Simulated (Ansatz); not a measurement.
## Single-point calculation of Ti3O5 (part 1 of 2)

System: Ti3O5 (Cc, 16 atoms in the cell).
Method: DFT r2SCAN, scalar-relativistic, plane waves, PAW, spin-polarised (Ansatz 0.2.0).

The structure derives from a Materials Project entry. Figures and captions count atoms from 1; the log counts them from 0 in places.

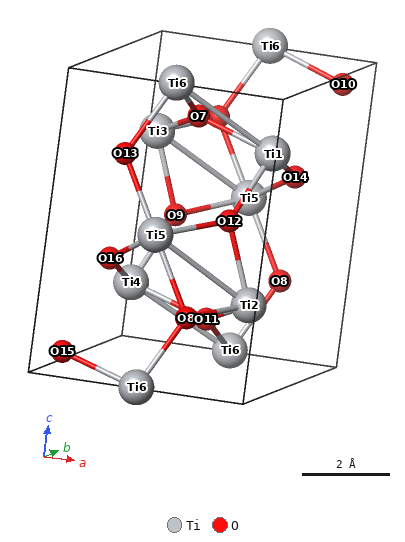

*The structure as given in the input (ball-and-stick view of the cell of the calculation, seen slightly off an axis; atoms are numbered from 1 in the order of the input). An atom can appear more than once, as a periodic image.*

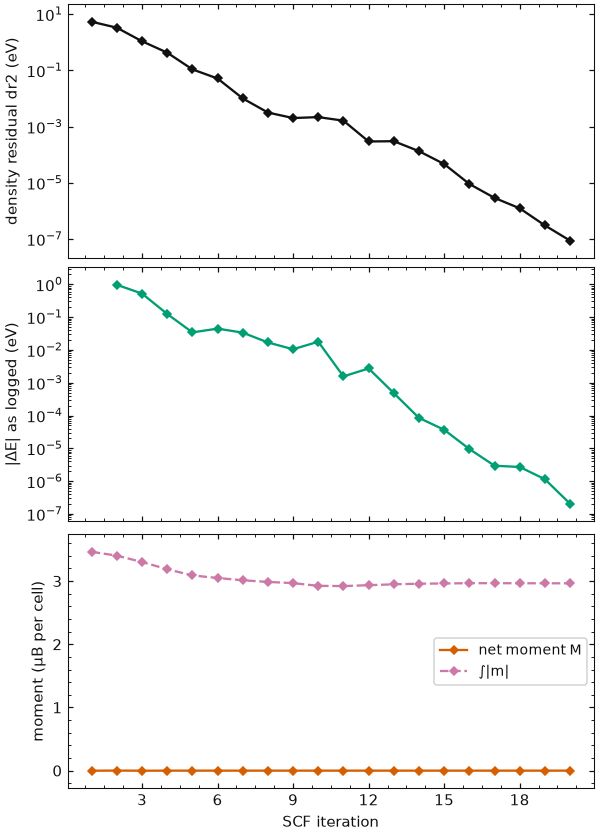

*Convergence of the self-consistent field: density residual dr2, size of the energy change and magnetic moment against the SCF iteration.*

The residual falls almost steadily, with no more than small rises. The net moment stays at 0.0 μB per cell.

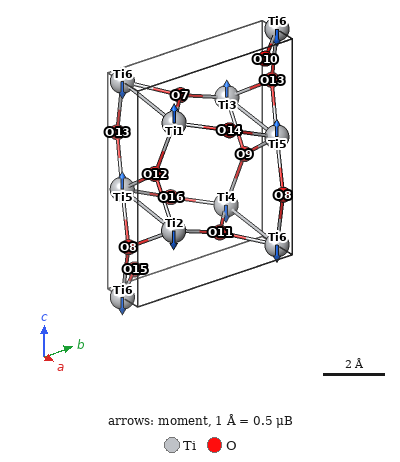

*Magnetic moments of the sites as blue arrows (ball-and-stick view of the cell of the calculation, seen slightly off an axis; atoms are numbered from 1 in the order of the input); small moments hardly show. The run is collinear, so the axis drawn is arbitrary.*

Site moments: Ti1 (0.33 μB); Ti2 (−0.33 μB); Ti6 (−0.31 μB); Ti5 (0.31 μB); Ti4 (−0.31 μB); Ti3 (0.31 μB). They are counted near the atoms and needn't add up to the moment of the cell.

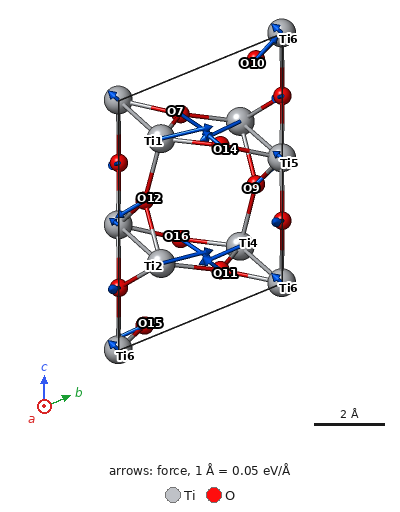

*Forces on the atoms as blue arrows (ball-and-stick view of the cell of the calculation, along the a axis; atoms are numbered from 1 in the order of the input).*

The largest act on Ti1, Ti2 (0.08 eV/Å); Ti3, Ti4 (0.07 eV/Å); O7, O8, O13, O16 (0.06 eV/Å); O9, O10, O12, O15 (0.05 eV/Å), among others. The geometry is not a stationary point of this energy.

These pictures come from the run below.

**Input**
```yaml
crystal:
  lattice:
    - [5.0462369611, 0.0, 0.0]
    - [2.5229249445, 5.0947485492, 0.0]
    - [9.08647e-05, 2.7347382229, 6.6615233467]
  atoms:
    - { symbol: Ti, position: [0.87948515, 0.25906417, 0.77904294], spin: 1.0 }
    - { symbol: Ti, position: [0.86149851, 0.25903025, 0.27904692], spin: -1.0 }
    - { symbol: Ti, position: [0.14234986, 0.74328644, 0.71780241], spin: 1.0 }
    - { symbol: Ti, position: [0.11434595, 0.74334695, 0.21776056], spin: -1.0 }
    - { symbol: Ti, position: [0.49896046, 0.99724236, 0.50414414], spin: 1.0 }
    - { symbol: Ti, position: [0.50374348, 0.99726358, 0.00410045], spin: -1.0 }
    - { symbol: O, position: [0.47118755, 0.3786744, 0.84502861] }
    - { symbol: O, position: [0.68904139, 0.00119816, 0.25085534] }
    - { symbol: O, position: [0.2376526, 0.83946907, 0.44062003] }
    - { symbol: O, position: [0.92285188, 0.83951076, 0.9405627] }
    - { symbol: O, position: [0.52919589, 0.62237912, 0.15482313] }
    - { symbol: O, position: [0.76283929, 0.15863868, 0.5577663] }
    - { symbol: O, position: [0.3097242, 0.00117896, 0.75087488] }
    - { symbol: O, position: [0.84847026, 0.62239193, 0.65480117] }
    - { symbol: O, position: [0.07852605, 0.15868024, 0.05773985] }
    - { symbol: O, position: [0.15012748, 0.37864595, 0.34503059] }
basis:
  ecutwfc: 500
kpoints:
  mp_grid: { grid: [4, 4, 4] }
hamiltonian:
  xc: r2scan
scf:
  occupations: { method: gaussian, width: 0.1 }
  lower_state_search: "off"
output:
  forces: true
  stress: true
  eigenvalues: true
  populations: true
magnetization:
  spin_polarized: true
```

Launched with:
```bash
ansatz run input.yaml --threads 4 --pin off --max-ram 10240MiB --backend cpu --events-out ev --progress --plain --runs-dir out
```

**Output**
```
Engine: ansatz 0.2.0, x86_64-unknown-linux-gnu
Pseudopotentials: kind: paw
Pseudopotential: Ti, paw, valence charge 12, recommended cutoff 500 eV (meta_gga), Ti.paw.azcp
Pseudopotential: O, paw, valence charge 6, recommended cutoff 500 eV (meta_gga), O.paw.azcp
Functional definition: r2SCAN
  parameter k0 = 0.174
  parameter k1 = 0.065
  parameter a1 = 4.9479
  exchange = r2scan_x(k0 = k0, k1 = k1, a1 = a1)
  correlation = r2scan_c
Crystal: 16 atoms, lattice volume = 171.263 Å³
Basis set: ecut = 500 eV, 4355 PW (Γ), exchange–correlation on 160×180×216 points (64 copies of the dense FFT grid, shifted against one another)
Bands: 85, of which v1, the nominal top of the filled ones, is band 66 counted from 1 (65 counted from 0)
Symmetry: 1 space group operations
Space group: P1 (ITA 1), of the structure as read, at distance tolerance 5.6e-5 Å
Magnetic group: BNS 1.1 (UNI 1), of the structure as read, at distance tolerance 5.6e-5 Å
k-points: 36 of 64 (time reversal used)
Non-local potential: Ti, projectors of the file, l = 0: 3, l = 1: 2, l = 2: 3, l = 3: 1
Non-local potential: O, projectors of the file, l = 0: 2, l = 1: 2, l = 2: 1
PAW form: soft (Blöchl's): semilocal exchange-correlation on the pseudo side does not see the compensation charge
PAW frozen core: Ti, regenerated for the run's functional (the file was generated under x = pbe(κ = 0.804, μ = 0.2195149727645171), c = pbe(β = 0.06672455060314922))
PAW frozen core: O, regenerated for the run's functional (the file was generated under x = pbe(κ = 0.804, μ = 0.2195149727645171), c = pbe(β = 0.06672455060314922))
PAW one-centre angular grid: Ti, 590 points (default); XC on 160 Gauss nodes
PAW one-centre angular grid: O, 302 points (default); XC on 160 Gauss nodes
Initial density: superposition of atomic densities (chi_scale 0.1, normalization cell, long waves kept (reshape's long-wave potential 0.01 eV rms))
Starting moments: Σ|m| = 6 μB on 6 of 16 sites
Starting magnetic order: compensated ferrimagnet; no operation exchanges its spin sublattices
Initial wavefunctions: pseudopotential atomic-orbital guess
Functional: x = r2scan, c = r2scan; τ floored in thin density (d = 2e-4 eV/Å³)
```
